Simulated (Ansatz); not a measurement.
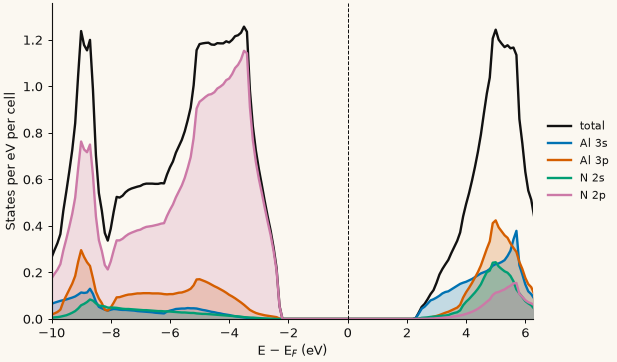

Density of states. Energies are counted from the Fermi level. The partial curves are projected on Löwdin-orthogonalised atomic shells.

Structure: AlN, space group Fm-3m, 2 atoms in the cell, AlN type.

Method: DFT PBEsol, scalar-relativistic, plane waves, PAW, no spin polarisation, 14×14×14 k mesh, 420 eV cutoff, Gaussian smearing of 0.05 eV (Ansatz).

Question: Metal or insulator, going by the density of states?

Answer: There is a gap; over the k points computed it is 4.55 eV.

Question: What is the character of the states on either side of the gap?

Answer: By projected weight, the top eV of the valence band is N 2p almost alone; the bottom eV of the conduction band is Al 3s (80 %).
